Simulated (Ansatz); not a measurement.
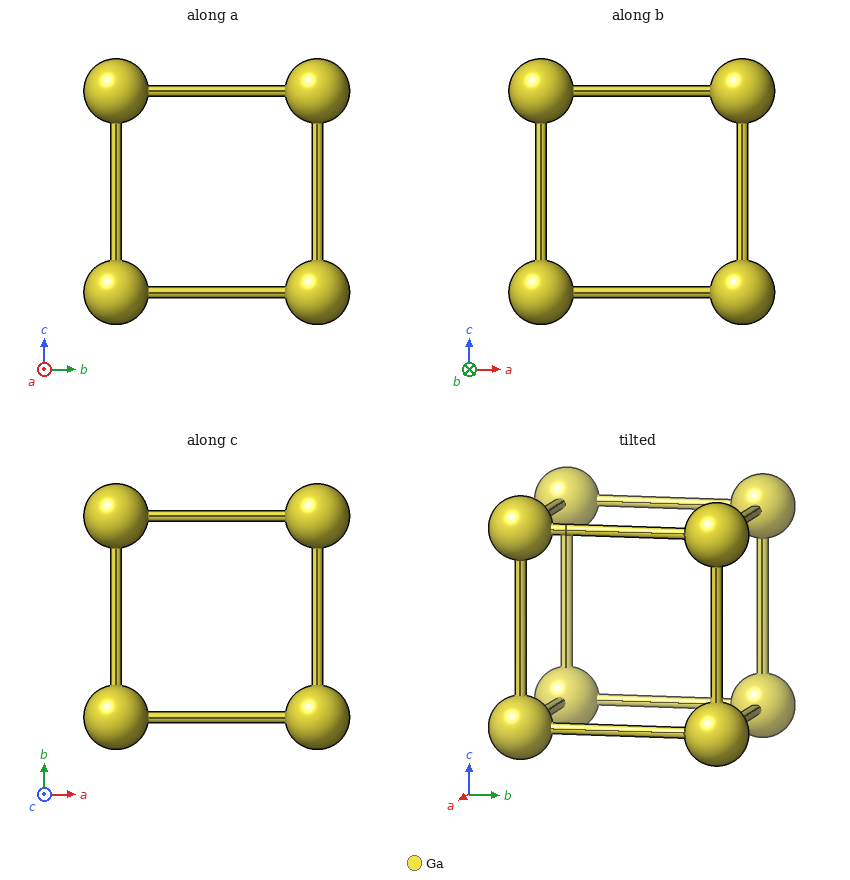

Crystal structure, ball-and-stick style, seen along the a axis, along the b axis, along the c axis and slightly off an axis. The conventional unit cell is outlined; an atom on or near a face, edge or corner is repeated at each equivalent position.

Lattice parameters: a = 2.793 Å, b = 2.793 Å, c = 2.793 Å, α = 90.00°, β = 90.00°, γ = 90.00°.

Set out the cell and atoms as a table of Wyckoff sites.

Answer. Space group Pm-3m (No. 221).
```csv
atom,site,x,y,z
Ga,1a,0.0000,0.0000,0.0000
```

Starting structure: a structure type filled with this element by a generator (whether the element takes this form wasn't checked). Earlier steps of the study may have refined or changed the cell and positions. Ansatz was used for an electronic-structure calculation on it.
